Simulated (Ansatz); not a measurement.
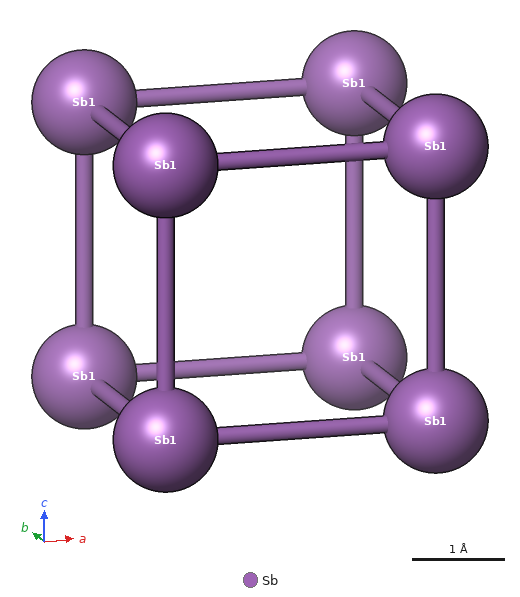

Reference structure: solid Sb (set up in Pm-3m). A ball-and-stick model of the cell of the calculation, seen slightly off an axis.

Theory: DFT r2SCAN, scalar-relativistic, plane waves, PAW in Ansatz. (plane-wave cutoff 500 eV; occupations gaussian; smearing width 0.1 eV; no spin polarisation) The k-mesh is chosen for each cell (14×14×14, 16×16×16).

Change: The crystal is put under a hydrostatic pressure of 90 GPa. Cell and atoms are relaxed at that pressure.

> Predict the response.

It costs 2006 meV per atom. (The two runs use different k-meshes.) Pressure: 0.0 GPa before, 90.0 GPa after. The drawn cell changes as follows: a = b = c 3.088 → 2.626 Å (−15.0 %); the volume changes by −38.5 %. No atom moves by more than 0.005 Å relative to the cell. Near-neighbour distances before and after: Sb–Sb 3.088 → 2.626 Å. The space group stays Pm-3m (No. 221).

Drawn alike, the variant:

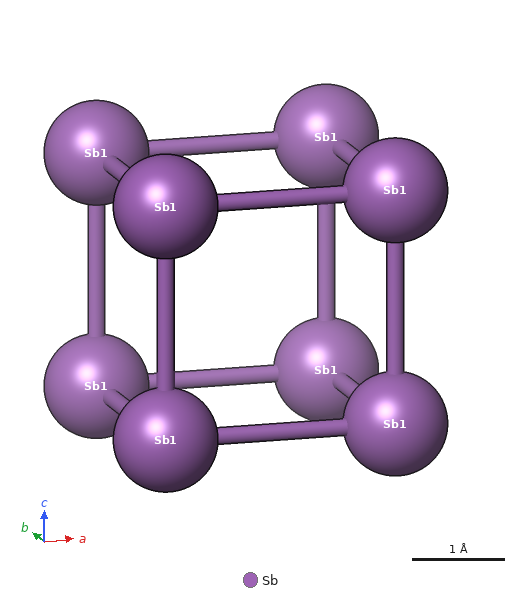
